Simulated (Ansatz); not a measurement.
Run report: Ir16O, geometry relaxation (part 2 of 3)

Continued. System: Ir16O (slab, 17 atoms in the cell). Method: DFT PBE+D3(BJ), scalar-relativistic, plane waves, PAW, no spin polarisation (Ansatz 0.2.0); cutoff 420 eV, 6×6×1 k-mesh, Gaussian smearing of 0.1 eV. The structure derives from an entry of the Crystallography Open Database. The input holds or restrains some coordinates. Forces given for the steps count only the free coordinates.

Geometry of the input (Å; fractional positions):
```
5.4314  0.0000  0.0000
-2.7157  4.7037  0.0000
0.0000  0.0000  25.6520
Ir 0.3333  0.1667  0.3314
Ir 0.3333  0.6667  0.3314
Ir 0.8333  0.1667  0.3314
Ir 0.8333  0.6667  0.3314
Ir 0.6667  0.3333  0.4178
Ir 0.6667  0.8333  0.4178
Ir 0.1667  0.3333  0.4178
Ir 0.1667  0.8333  0.4178
Ir 0.0000  0.5000  0.5030
Ir 0.0000  0.0000  0.5030
Ir 0.5000  0.5000  0.5030
Ir 0.5000  0.0000  0.5030
Ir 0.3333  0.6667  0.5883
Ir 0.3333  0.1667  0.5883
Ir 0.8333  0.6667  0.5883
Ir 0.8333  0.1667  0.5883
O  0.0000  0.5000  0.6413
```

**Output, continued**
```
SCF iter   1: F=—  HF=-191533.067233 eV  |F-HF|=—  |Δ(HF+E_count)|=         —  Δρ=1.11e-3  dr2=9.49e-3  ethr=4.89e-5  p=-0.017 e·Å  D=-4.58e-3 V/Å  ΔV_dip=0.12 eV  dr2_dipole=2.19e-3  V_vac-E_F(+/−)=5.59/5.47 eV  ⟨swp⟩=2.1  Hψ=1990  notcnv=0  defer=89
efield: sawtooth ramp at fractional position 0.9363 (handed on by an earlier solve), width 0.1000; the density the first Hamiltonian is built on has a dipole p = -0.017 e·Å; the dipole correction subtracts the counter field D = -4.58e-3 V/Å, which shifts the + side's vacuum level by +0.12 eV against the − side's; the planar-averaged density in the ramp window peaks in size at 1.3e-6 e/Å³
preconditioner: auto → LDOS  [metal: Δε(μ)=0.035 eV  Ē_g=6.515 eV  σ=0.100 eV  W_gap=0.19  n_scr=126 (ndim 8)  ℏωp=17.8 eV  f_vac=0.591  D(μ)=17.99/eV (n_scr^D=108)  β→1.0]
SCF iter   2: F=—  HF=-191533.066862 eV  |F-HF|=—  |Δ(HF+E_count)|=   3.70e-4  Δρ=5.49e-4  dr2=3.54e-3  ethr=3.41e-6  p=-0.013 e·Å  D=-3.65e-3 V/Å  ΔV_dip=0.09 eV  dr2_dipole=2.91e-4  V_vac-E_F(+/−)=5.56/5.47 eV  ⟨swp⟩=3.1  Hψ=2290  notcnv=0  defer=91
SCF iter   3: F=—  HF=-191533.066341 eV  |F-HF|=—  |Δ(HF+E_count)|=   5.22e-4  Δρ=2.37e-4  dr2=1.22e-3  ethr=1.27e-6  p=-0.013 e·Å  D=-3.67e-3 V/Å  ΔV_dip=0.09 eV  dr2_dipole=9.37e-5  V_vac-E_F(+/−)=5.56/5.47 eV  ⟨swp⟩=2.4  Hψ=1997  notcnv=0  defer=91
SCF iter   4: F=—  HF=-191533.066109 eV  |F-HF|=—  |Δ(HF+E_count)|=   2.32e-4  Δρ=9.69e-5  dr2=1.59e-4  ethr=4.37e-7  p=-0.014 e·Å  D=-3.73e-3 V/Å  ΔV_dip=0.10 eV  dr2_dipole=3.14e-5  V_vac-E_F(+/−)=5.57/5.47 eV  ⟨swp⟩=2.7  Hψ=1804  notcnv=0  defer=91
SCF iter   5: F=—  HF=-191533.066105 eV  |F-HF|=—  |Δ(HF+E_count)|=   4.41e-6  Δρ=2.94e-5  dr2=1.69e-5  ethr=5.72e-8  p=-0.013 e·Å  D=-3.69e-3 V/Å  ΔV_dip=0.09 eV  dr2_dipole=1.94e-6  V_vac-E_F(+/−)=5.57/5.47 eV  ⟨swp⟩=2.4  Hψ=1930  notcnv=0  defer=91
SCF iter   6: F=—  HF=-191533.066851 eV  |F-HF|=—  |Δ(HF+E_count)|=   7.46e-4  Δρ=1.25e-5  dr2=1.12e-6  ethr=6.08e-9  p=-0.013 e·Å  D=-3.67e-3 V/Å  ΔV_dip=0.09 eV  dr2_dipole=2.08e-8  V_vac-E_F(+/−)=5.56/5.47 eV  ⟨swp⟩=2.4  Hψ=1665  notcnv=0  defer=91
SCF iter   7: F=—  HF=-191533.066852 eV  |F-HF|=—  |Δ(HF+E_count)|=   1.46e-6  Δρ=3.84e-6  dr2=1.59e-7  ethr=4.04e-10  p=-0.013 e·Å  D=-3.67e-3 V/Å  ΔV_dip=0.09 eV  dr2_dipole=5.78e-11  V_vac-E_F(+/−)=5.56/5.47 eV  ⟨swp⟩=2.4  Hψ=1669  notcnv=0  defer=91
SCF iter   8: F=-191533.066853 eV  HF=-191533.066852 eV  |F-HF|=9.27e-8  |Δ(HF+E_count)|=   3.31e-7  Δρ=1.50e-6  dr2=2.73e-8  ethr=3.60e-11  p=-0.013 e·Å  D=-3.67e-3 V/Å  ΔV_dip=0.09 eV  dr2_dipole=1.25e-9  V_vac-E_F(+/−)=5.56/5.47 eV  ⟨swp⟩=19.1  Hψ=9982  notcnv=0
SCF 5 converged in 8 iterations: F = -191533.066853 eV  dr2 = 2.73e-8
relax step   5: F+E_penalty+E_count = -191533.06685255 eV  Δ(F+E_penalty+E_count) = -1.780e-3 eV  max|allowed force component| = 2.254e-2 eV/Å  Δτ_max = 0.0157 Å  (8 SCF iters, accepted)
```

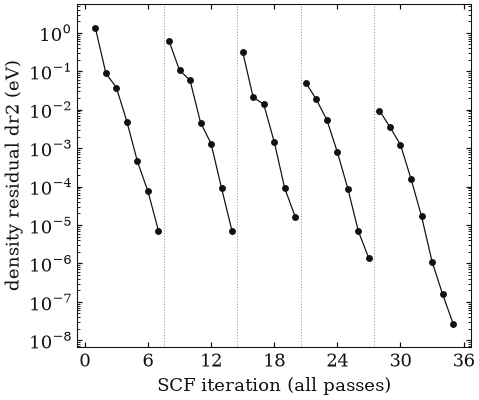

Figure 1. Convergence of the self-consistent field: density residual dr2 against the SCF iteration. The dotted lines part the SCF passes of the relaxation: geometry steps, rejected trials and re-solves on a re-selected basis. The 5 passes take 6 to 8 iterations each, 35 in all.

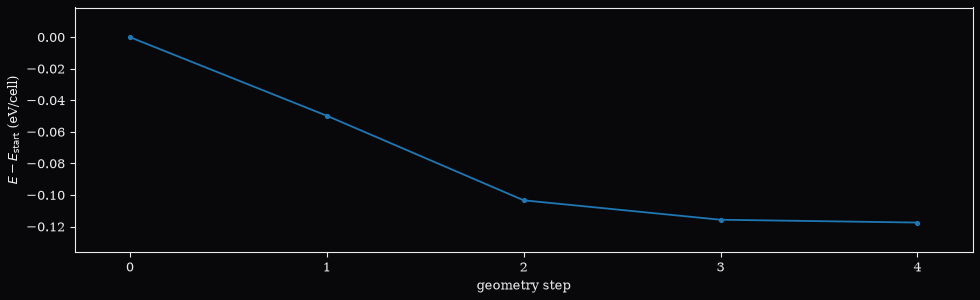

Figure 2. Progress of the restrained relaxation, step by step (the first geometry is step 0 here and step 1 in the log).

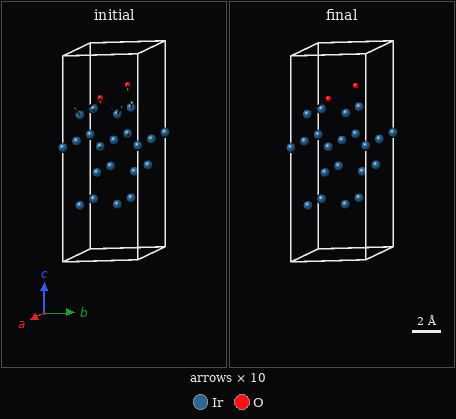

Figure 3. Before (left) and after (right) the restrained relaxation, at one scale (ball-and-stick view of the cell of the calculation, with the vacuum cut short, seen slightly off an axis). The yellow arrows give the displacements, magnified 10 times. Over 4 geometry steps the energy falls by 0.117 eV per cell of the calculation. Largest force component: 1 eV/Å at the start, 0.023 eV/Å at the end. The largest moves, 0.081 Å, are those of Ir13, Ir15 and Ir16. Largest moves by element: Ir 0.081 Å, O 0.054 Å. The lattice vectors keep their values. Among the contacts that change: Ir13–O17 2.076 → 2.042 Å. Among the angles that change: Ir13–O17–Ir15 81.7° → 86.8°. (Atoms are counted from 1 in the order of the input.)

```
WARN: The input density's exchange-correlation potential varies sharply where the density is thin. Do not read a vacuum level from v_tot or v_xc, or from such a field of the output density. On a cell that repeats whose density bears no net charge and no dipole along the vacuum's axis use v_es (v_loc + v_h of the components); under efield.dipole_correction with no amplitude use v_es + v_field, which holds any external_charges[].barrier, or the levels of the report's work_function block, which leave it out; under a non-zero efield.amplitude the vacuum is tilted and has no level; on a cell that repeats and bears such a dipole with no correction it is tilted too, and efield.dipole_correction with no amplitude gives each side of its ramp a level where efield: is served; in a cell that repeats whose density bears a net charge (total_charge, or a fill off its count) it is curved and has none; of a slab under crystal.periodic whose density bears no net charge use v_es, which has a level on each side, short of where the two are joined; of another it falls or rises all the way out and has none; of a slab beside external_charges read slab_vacuum_level instead, which it has where they leave it neutral. The grid or the basis barely resolves most such structure, and the values can differ between equally converged runs; as a rule a tighter scf.convergence.dr2_threshold does not remove it. Where the density itself ripples (under the LDA too) a higher basis.ecutwfc lessens it. The files hold the spikes' plane waves up to the density's cutoff. Files: v_tot and the like, and their columns of v_z.tsv (output.write_potential); v_xc and the like, and their columns of v_comp_z.tsv (output.write_potential_components); where files of the output density stand in their place, no point of their own thin density is over the threshold below, and this is of outcome.potential() and, of a run that writes arrays (npy), the arrays of these names. Measured: with its Gaussian average of σ = 0.25 Å subtracted twice, the exchange-correlation potential is over 0.1 eV at 129 of the grid points where the equally averaged density (valence and model cores) is under 1e-3 e/Å³, and 0.140 eV at the most among them, at an averaged density of 1.7e-7 e/Å³. See output.write_potential in the manual, Limitations
SCF converged after 8 iterations
Free energy (F): -191533.066853 eV
Harris-Foulkes:  -191533.066852 eV  (|F-HF|=9.27e-8)
Internal energy: -191532.976639 eV  (E = F + TS)
E sigma→0 (E₀):  -191533.021746 eV
Entropy (-TS):   -0.090214 eV (-5.307 meV/atom)
Fermi energy:    5.445895 eV
Dipole field:    D = -0.003694 V/Å  (p = -0.013380 e·Å, saw-weighted, corrected)
Work function:   Φ+ = 5.5650 eV   Φ− = 5.4703 eV
Levels:          The Fermi level and band energies are counted from a zero that moves with the ramp; work functions are not
--- Per-component energies (eV) ---
  E_band       = -6820.729638
  E_kinetic    = 10125.063299
  E_local      = -518786.276603  (includes V_loc(G=0)·N_el)
  E_nonlocal   = 1214.579181
  E_hartree    = 254626.119176
  E_xc         = -4350.321367
  E_vxc        = -4880.554594  (∫ρ·V_xc dr)
  E_paw        = -147732.000776  (= ΣΔE_a)
  E_vpaw       = -3745.207728  (= ΣTr[D̂ρ^β])
  E_aug_tail   = 0.003275  (compensation charges beyond the density's cutoff)
  E_efield     = 0.000025  (sawtooth field / dipole correction)
  E_vefield    = -0.581508  (∫n·V_field dr)
  E_ewald      = 213378.694515
  E_disp       = -8.837364  (pairwise vdW)
  E_smearing   = -0.090214  (= −TS)
  E_closure    = 0.000000  (closes the sum)
  Σ components = -191533.066853   (vs F -191533.066853, Δ=0.00e0)
--- Forces (eV/Å), atoms counted from 1 ---
  atom   1  Ir    -0.00000000     0.00000000     0.34523749
  atom   2  Ir    -0.04629629    -0.02672918     0.27743703
  atom   3  Ir     0.00000000     0.05345835     0.27743703
  atom   4  Ir     0.04629629    -0.02672918     0.27743703
  atom   5  Ir     0.03201872     0.01848602    -0.36356478
  atom   6  Ir     0.00000000     0.00000000    -0.13571110
  atom   7  Ir    -0.03201872     0.01848602    -0.36356478
  atom   8  Ir    -0.00000000    -0.03697203    -0.36356478
  atom   9  Ir     0.00000000    -0.00000000     0.02254218
  atom  10  Ir    -0.00686010    -0.00396068     0.01355752
  atom  11  Ir     0.00000000     0.00792136     0.01355752
  atom  12  Ir     0.00686010    -0.00396068     0.01355752
  atom  13  Ir    -0.00618790    -0.00357259    -0.00451947
  atom  14  Ir     0.00000000    -0.00000000    -0.00124722
  atom  15  Ir     0.00618790    -0.00357259    -0.00451947
  atom  16  Ir     0.00000000     0.00714518    -0.00451947
  atom  17  O      0.00000000     0.00000000     0.00048123
  max |Σ_I F_I| component: 3.35e-5 eV/Å
--- Band table (eV; the first three rows and the last of 7) ---
  k-point 0: bands = ["-87.5134", "-87.4734", "-87.4734", "-87.4281", "-87.4071", "-87.3900", "-87.3900", "-87.3225", "-87.2955", "-87.2596", "-87.2596", "-86.8544", "-86.8167", "-86.8051", "-86.8051", "-86.6637", "-44.8066", "-44.7229", "-44.7076", "-44.7076", "-44.6606", "-44.6550", "-44.6244", "-44.6244", "-44.4581", "-44.4581", "-44.3634", "-44.3634", "-44.3400", "-44.2574", "-44.2419", "-44.2323", "-44.2323", "-44.2221", "-44.2221", "-44.1974", "-44.1481", "-44.1481", "-44.1066", "-44.1066",
      "-44.0882", "-44.0571", "-44.0571", "-44.0165", "-44.0165", "-44.0035", "-43.9442", "-43.9442", "-43.9314", "-43.9222", "-43.8184", "-43.8184", "-43.6012", "-43.5995", "-43.5995", "-43.5977", "-43.5573", "-43.5393", "-43.5393", "-43.5064", "-43.5064", "-43.4569", "-43.4569", "-43.4301", "-14.5088", "-5.0939", "-3.5679", "-2.6109", "-2.3740", "-2.3494", "-2.3494", "-2.2386", "-2.1768", "-2.1257", "-2.1257", "-1.7343", "-1.7343", "-1.7052", "-1.5930", "-1.5532",
      "-1.5532", "-1.0305", "-1.0305", "-0.9985", "-0.3910", "-0.3910", "-0.2093", "0.0729", "0.0729", "0.5329", "1.1438", "1.1438", "1.2257", "1.3474", "1.3474", "1.4181", "1.5132", "1.6018", "1.6018", "1.7461", "1.7461", "1.8468", "1.8720", "1.8720", "2.2933", "2.2933", "2.3891", "2.4790", "2.4790", "2.4960", "2.5849", "2.5849", "2.6798", "3.2754", "3.2866", "3.2866", "3.5019", "3.6248", "3.6248", "4.2502",
      "4.2502", "4.6392", "4.6392", "4.7841", "4.8530", "4.8848", "4.8848", "5.0275", "5.0275", "5.2393", "5.4105", "5.4105", "5.6988", "5.8454", "5.8454", "6.0130", "6.1172", "6.1783", "6.1783", "6.2953", "6.2953", "6.3508", "6.3772", "6.3772", "6.4408", "6.4408", "6.5765", "6.6917", "6.7071", "6.7071", "6.9242", "6.9242", "7.1004", "7.1018", "7.1018", "7.4212", "8.2787", "8.2787", "8.4343", "8.7678",
      "8.7678", "9.0057", "9.2448", "9.2448", "10.0149", "10.6821", "10.9459"]
  k-point 1: bands = ["-87.5106", "-87.4755", "-87.4734", "-87.4264", "-87.4075", "-87.3915", "-87.3900", "-87.3229", "-87.2937", "-87.2614", "-87.2597", "-86.8517", "-86.8177", "-86.8069", "-86.8051", "-86.6638", "-44.7819", "-44.6997", "-44.6857", "-44.6748", "-44.6413", "-44.6376", "-44.6060", "-44.6026", "-44.4517", "-44.4438", "-44.3713", "-44.3600", "-44.3430", "-44.2732", "-44.2656", "-44.2582", "-44.2251", "-44.2190", "-44.2120", "-44.1872", "-44.1439", "-44.1429", "-44.1307", "-44.1187",
      "-44.0935", "-44.0905", "-44.0643", "-43.9982", "-43.9931", "-43.9863", "-43.9767", "-43.9530", "-43.9430", "-43.9151", "-43.8269", "-43.8195", "-43.6225", "-43.6216", "-43.5948", "-43.5906", "-43.5574", "-43.5408", "-43.5388", "-43.5286", "-43.5118", "-43.4966", "-43.4665", "-43.4295", "-14.4986", "-4.8305", "-3.3269", "-2.4270", "-2.2936", "-2.1617", "-2.1166", "-2.0897", "-2.0389", "-1.9573", "-1.9208", "-1.6605", "-1.5473", "-1.5123", "-1.4340", "-1.3982",
      "-1.3928", "-0.9326", "-0.8150", "-0.7940", "-0.3420", "-0.2846", "-0.1158", "0.1162", "0.1357", "0.5407", "0.9638", "1.0360", "1.1127", "1.3077", "1.3360", "1.4387", "1.4688", "1.5021", "1.7814", "1.8056", "1.8465", "1.8591", "1.9029", "1.9381", "2.0689", "2.1302", "2.2415", "2.2455", "2.2965", "2.4496", "2.5193", "2.5857", "2.6899", "2.9031", "2.9373", "3.2563", "3.3885", "3.5427", "3.6577", "4.0395",
      "4.0710", "4.1784", "4.4225", "4.4783", "4.5558", "4.5628", "4.5976", "4.7005", "4.8130", "4.8198", "4.9221", "5.1084", "5.2564", "5.4703", "5.6090", "5.7330", "5.7567", "5.8119", "5.9196", "5.9293", "6.0039", "6.0698", "6.1434", "6.2031", "6.2117", "6.2836", "6.4608", "6.4687", "6.5009", "6.5846", "6.7052", "6.7292", "6.8225", "6.8861", "7.5451", "7.6541", "7.8498", "8.1819", "8.4757", "8.6897",
      "9.0570", "9.4989", "10.2759", "10.4877", "10.8269", "10.8774", "11.2572"]
```
